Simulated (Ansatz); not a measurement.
**From Ti to Si**

System: Ti (3 atoms in the cell).
Method of the first run: DFT PBEsol, scalar-relativistic, plane waves, PAW, no spin polarisation (Ansatz 0.2.0).
System of the second run: Si (P6/mmm, 3 atoms in the cell).

On the first run: The structure derives from a Materials Project entry. On the second run: The structure was made by swapping elements on the sites of another compound; it need not be a known phase. It belongs to a series of runs on one base structure; here: Ti -> Si on all its sites, cell and atoms relaxed. Text and figures count atoms from 1; the logs count them from 0 in places.

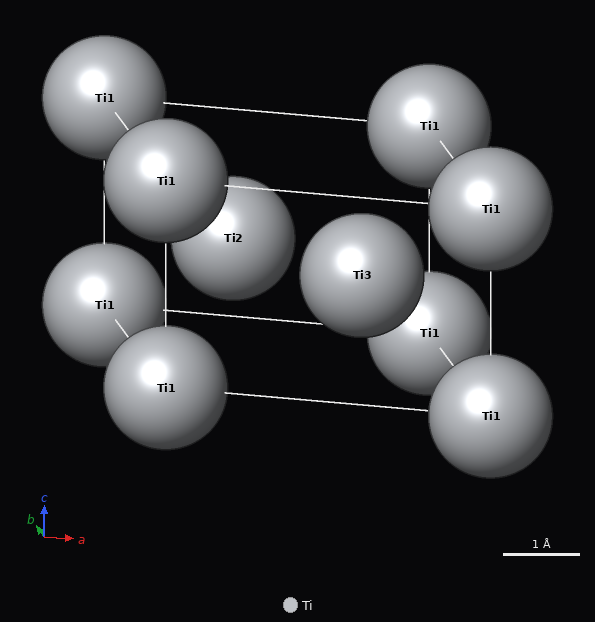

Fig. 1: The input geometry (spheres-only view of the cell of the calculation, seen slightly off an axis; atoms are numbered from 1 in the order of the input). An atom can appear more than once, as a periodic image.

Input, the first run:
```yaml
crystal:
  lattice:
    - [4.5673748306, 0.0, 0.0]
    - [-2.2836874153, 3.9554626319, 0.0]
    - [0.0, 0.0, 2.82624427]
  atoms:
    - { symbol: Ti, position: [0.0, 0.0, 0.0] }
    - { symbol: Ti, position: [0.33333333, 0.66666667, 0.5] }
    - { symbol: Ti, position: [0.66666667, 0.33333333, 0.5] }
basis:
  ecutwfc: 420
kpoints:
  mp_grid: { grid: [6, 6, 6] }
hamiltonian:
  xc: pbesol
scf:
  occupations: { method: gaussian, width: 0.1 }
output:
  forces: true
  stress: true
  eigenvalues: true
```

Command:
```bash
ansatz run input.yaml --threads 1 --pin off --max-ram 2560MiB --backend cpu --events-out ev --progress --plain --runs-dir out
```

Hardware: 1 thread of Intel Xeon @ 2.50GHz (Skylake/Cascade Lake), 189 GiB of memory available, shared host.

Output, shortened to warnings, some set-up lines, iterations and results (the first run):
```
Basis set: ecut = 420 eV, 975 PW (Γ), exchange–correlation on 64×64×40 points (8 copies of the dense FFT grid, shifted against one another)
Symmetry: 24 space group operations
k-points: 28 of 216
Initial density: superposition of atomic densities (neutral atoms: chi_scale 0, normalization atom), corrected by the library's trained network
[...]
SCF iter   1: F=—  HF=-7421.745771 eV  |F-HF|=—  |Δ(HF+E_count)|=         —  Δρ=1.35e-2  dr2=1.09e-1  ethr=1.77e-3  ⟨swp⟩=4.1  Hψ=2117  notcnv=0
SCF iter   2: F=—  HF=-7421.727134 eV  |F-HF|=—  |Δ(HF+E_count)|=   1.86e-2  Δρ=7.30e-3  dr2=4.05e-2  ethr=3.04e-4  ⟨swp⟩=2.0  Hψ=939  notcnv=0
SCF iter   3: F=—  HF=-7421.720803 eV  |F-HF|=—  |Δ(HF+E_count)|=   6.33e-3  Δρ=6.19e-4  dr2=2.53e-4  ethr=1.13e-4  ⟨swp⟩=2.0  Hψ=835  notcnv=0
SCF iter   4: F=—  HF=-7421.720840 eV  |F-HF|=—  |Δ(HF+E_count)|=   3.72e-5  Δρ=2.34e-4  dr2=3.61e-5  ethr=7.02e-7  ⟨swp⟩=2.0  Hψ=941  notcnv=0
SCF iter   5: F=—  HF=-7421.720787 eV  |F-HF|=—  |Δ(HF+E_count)|=   5.38e-5  Δρ=1.06e-4  dr2=4.79e-6  ethr=1.00e-7  ⟨swp⟩=1.9  Hψ=747  notcnv=0
SCF iter   6: F=—  HF=-7421.720786 eV  |F-HF|=—  |Δ(HF+E_count)|=   8.83e-7  Δρ=2.86e-5  dr2=6.62e-7  ethr=1.33e-8  ⟨swp⟩=2.5  Hψ=1040  notcnv=0
SCF iter   7: F=-7421.720786 eV  HF=-7421.720786 eV  |F-HF|=1.44e-8  |Δ(HF+E_count)|=   5.59e-8  Δρ=3.89e-6  dr2=1.64e-8  ethr=2.78e-10  ⟨swp⟩=4.8  Hψ=2173  notcnv=0
SCF 1 converged in 7 iterations: F = -7421.720786 eV  dr2 = 1.64e-8
SCF converged after 7 iterations
Free energy (F): -7421.720786 eV
Harris-Foulkes:  -7421.720786 eV  (|F-HF|=1.44e-8)
Internal energy: -7421.706307 eV  (E = F + TS)
E sigma→0 (E₀):  -7421.713547 eV
Entropy (-TS):   -0.014478 eV (-4.826 meV/atom)
Fermi energy:    13.422893 eV
--- Per-component energies (eV) ---
  E_band       = -463.104173
  E_kinetic    = 817.399951
  E_local      = -2415.283326  (includes V_loc(G=0)·N_el)
  E_nonlocal   = 28.210754
  E_hartree    = 991.468280
  E_xc         = -290.249175
  E_vxc        = -364.713162  (∫ρ·V_xc dr)
  E_paw        = -3067.559240  (= ΣΔE_a)
  E_vpaw       = -511.655357  (= ΣTr[D̂ρ^β])
  E_aug_tail   = 0.000343  (compensation charges beyond the density's cutoff)
  E_ewald      = -3486.112046
  E_core_change = 0.418153  (= ΣΔE_core)
  E_smearing   = -0.014478  (= −TS)
  E_closure    = -0.000000  (closes the sum)
  Σ components = -7421.720786   (vs F -7421.720786, Δ=0.00e0)
--- Forces (eV/Å), atoms counted from 1 ---
  atom   1  Ti     0.00000000     0.00000000     0.00000000
  atom   2  Ti    -0.00000000     0.00000000     0.00000000
  atom   3  Ti     0.00000000    -0.00000000     0.00000000
  max |Σ_I F_I| component: 1.85e-17 eV/Å
--- Stress (GPa, compression-positive) ---
       -3.615002       0.000000       0.000000
        0.000000      -3.615002       0.000000
        0.000000       0.000000      -3.496865
  P = ⅓ Tr σ = -3.5756 GPa (-35.756 kbar)
```

For the second run the input was changed thus:
```diff
-    - [4.5673748306, 0.0, 0.0]
-    - [-2.2836874153, 3.9554626319, 0.0]
-    - [0.0, 0.0, 2.82624427]
+    - [3.5300381394, 0.0, 0.0]
+    - [-1.7650190697, 3.0571027051, 0.0]
+    - [0.0, 0.0, 2.1880871903]
-    - { symbol: Ti, position: [0.0, 0.0, 0.0] }
-    - { symbol: Ti, position: [0.33333333, 0.66666667, 0.5] }
-    - { symbol: Ti, position: [0.66666667, 0.33333333, 0.5] }
+    - { symbol: Si, position: [0.0, 0.0, 0.0] }
+    - { symbol: Si, position: [0.3333333333, 0.6666666667, 0.5] }
+    - { symbol: Si, position: [0.6666666667, 0.3333333333, 0.5] }
-  mp_grid: { grid: [6, 6, 6] }
+  mp_grid: { grid: [6, 6, 8] }
```

How does the second run compare with the first run?

The total energies belong to different systems, so their difference says nothing on which is more stable or more accurate. The pressure goes from −3.58 to 213.94 GPa. The volume per atom goes from 17.02 to 7.87 Å³. The SCF takes 6 iterations against 7. The irreducible k-points go from 28 to 35. The plane waves at Γ go from 975 to 445.

Output, shortened to warnings, some set-up lines, iterations and results (the second run):
```
Basis set: ecut = 420 eV, 445 PW (Γ), exchange–correlation on 48×48×30 points (8 copies of the dense FFT grid, shifted against one another)
Symmetry: 24 space group operations
k-points: 35 of 288
Initial density: superposition of atomic densities (neutral atoms: chi_scale 0, normalization atom), corrected by the library's trained network
[...]
SCF iter   1: F=—  HF=-1855.597019 eV  |F-HF|=—  |Δ(HF+E_count)|=         —  Δρ=1.65e-2  dr2=4.65e-2  ethr=1.77e-3  ⟨swp⟩=7.0  Hψ=2870  notcnv=0
SCF iter   2: F=—  HF=-1855.586158 eV  |F-HF|=—  |Δ(HF+E_count)|=   1.09e-2  Δρ=9.82e-3  dr2=1.63e-2  ethr=3.87e-4  ⟨swp⟩=1.0  Hψ=631  notcnv=0
SCF iter   3: F=—  HF=-1855.579900 eV  |F-HF|=—  |Δ(HF+E_count)|=   6.26e-3  Δρ=5.61e-4  dr2=1.35e-4  ethr=1.36e-4  ⟨swp⟩=2.1  Hψ=540  notcnv=0
SCF iter   4: F=—  HF=-1855.579851 eV  |F-HF|=—  |Δ(HF+E_count)|=   4.87e-5  Δρ=1.34e-4  dr2=2.83e-6  ethr=1.13e-6  ⟨swp⟩=2.1  Hψ=539  notcnv=0
SCF iter   5: F=—  HF=-1855.579784 eV  |F-HF|=—  |Δ(HF+E_count)|=   6.70e-5  Δρ=2.67e-5  dr2=1.46e-7  ethr=2.36e-8  ⟨swp⟩=2.2  Hψ=562  notcnv=0
SCF iter   6: F=-1855.579784 eV  HF=-1855.579784 eV  |F-HF|=3.94e-10  |Δ(HF+E_count)|=   1.14e-8  Δρ=2.97e-6  dr2=2.62e-9  ethr=8.33e-10  ⟨swp⟩=6.4  Hψ=1848  notcnv=0
SCF 1 converged in 6 iterations: F = -1855.579784 eV  dr2 = 2.62e-9
SCF converged after 6 iterations
Free energy (F): -1855.579784 eV
Harris-Foulkes:  -1855.579784 eV  (|F-HF|=3.94e-10)
Internal energy: -1855.576208 eV  (E = F + TS)
E sigma→0 (E₀):  -1855.577996 eV
Entropy (-TS):   -0.003576 eV (-1.192 meV/atom)
Fermi energy:    21.061457 eV
--- Per-component energies (eV) ---
  E_band       = 153.265044
  E_kinetic    = 179.691496
  E_local      = 62.549547  (includes V_loc(G=0)·N_el)
  E_nonlocal   = 88.781662
  E_hartree    = 1.135943
  E_xc         = -187.884452
  E_vxc        = -170.848008  (∫ρ·V_xc dr)
  E_paw        = -1499.071175  (= ΣΔE_a)
  E_vpaw       = -9.181559  (= ΣTr[D̂ρ^β])
  E_aug_tail   = 0.000017  (compensation charges beyond the density's cutoff)
  E_ewald      = -500.873929
  E_core_change = 0.094682  (= ΣΔE_core)
  E_smearing   = -0.003576  (= −TS)
  E_closure    = -0.000000  (closes the sum)
  Σ components = -1855.579784   (vs F -1855.579784, Δ=0.00e0)
--- Forces (eV/Å), atoms counted from 1 ---
  atom   1  Si    -0.00000000     0.00000000     0.00000000
  atom   2  Si     0.00000000    -0.00000000    -0.00000000
  atom   3  Si    -0.00000000     0.00000000     0.00000000
  max |Σ_I F_I| component: 5.55e-17 eV/Å
--- Stress (GPa, compression-positive) ---
      229.824879       0.000000      -0.000000
       -0.000000     229.824879       0.000000
       -0.000000       0.000000     182.161386
  P = ⅓ Tr σ = 213.9370 GPa (2139.370 kbar)
```

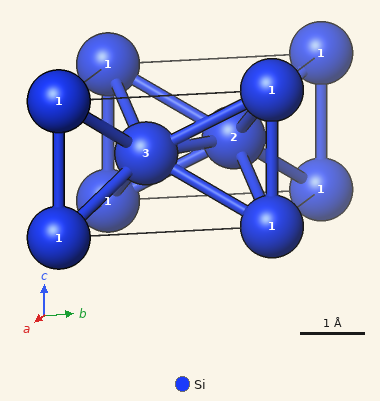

Fig. 2: The input structure of the second run (ball-and-stick view of the cell of the calculation, seen slightly off an axis; atoms are numbered from 1 in the order of the input). An atom can appear more than once, as a periodic image.

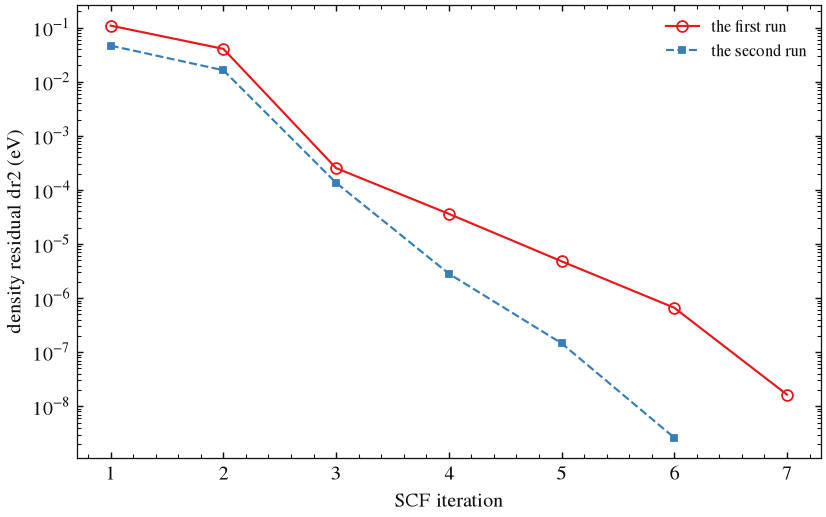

Fig. 3: Convergence of the two runs: density residual dr2 against the SCF iteration. The first run takes 7 iterations in all, and the second run takes 6.

The two runs side by side:

| quantity | the first run | the second run |
| --- | --- | --- |
| outcome | converged | converged |
| free energy per atom (eV) | −2473.9069 | −618.5266 |
| energy per atom, smearing taken to zero (eV) | −2473.9045 | −618.5260 |
| gap on the mesh (eV) | 0.00 | 0.00 |
| pressure (GPa) | −3.58 | 213.94 |
| volume per atom (Å³) | 17.02 | 7.87 |
| largest force (eV/Å) | 0.000 | 0.000 |
| SCF iterations | 7 | 6 |
| irreducible k-points | 28 | 35 |
| plane waves at Γ | 975 | 445 |
| wall time (shared host) | 3.6 s | 1.6 s |

For the second run: The cell is under a pressure of 214 GPa at this level, so it is not at its equilibrium volume.
